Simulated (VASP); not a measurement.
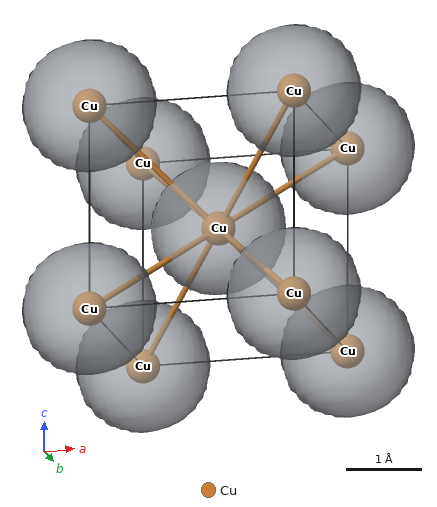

Figure. Cu. Isosurface of the valence electron density at 0.5 e/Å³ (grey), seen at an oblique angle. Sticks mark near contacts.

Space group Im-3m.

Computed with Kohn-Sham DFT of a periodic cell, PBEsol, VASP PAW PBE potentials, recommended (VASP).

The density is the valence pseudo-density of a PAW calculation; it isn't the true density close to the nuclei.

```yaml
crystal:
  lattice:
    - [2.83616, 0.00000, 0.00000]
    - [0.00000, 2.83616, 0.00000]
    - [0.00000, 0.00000, 2.83616]
  atoms:
    - { symbol: Cu, position: [0.00000, 0.00000, 0.00000] }
    - { symbol: Cu, position: [0.50000, 0.50000, 0.50000] }
```

What does this surface tell about the bonding?

Answer. At this value the density breaks into separate islands; it holds about 80 % of the electrons treated as valence. It bridges none of the near contacts. It is pinched off along the shortest Cu–Cu (2.46 Å) contacts. On the grid the lowest density along these lines, outside the cores, is 0.3 e/Å³ (Cu–Cu, 2.46 Å).
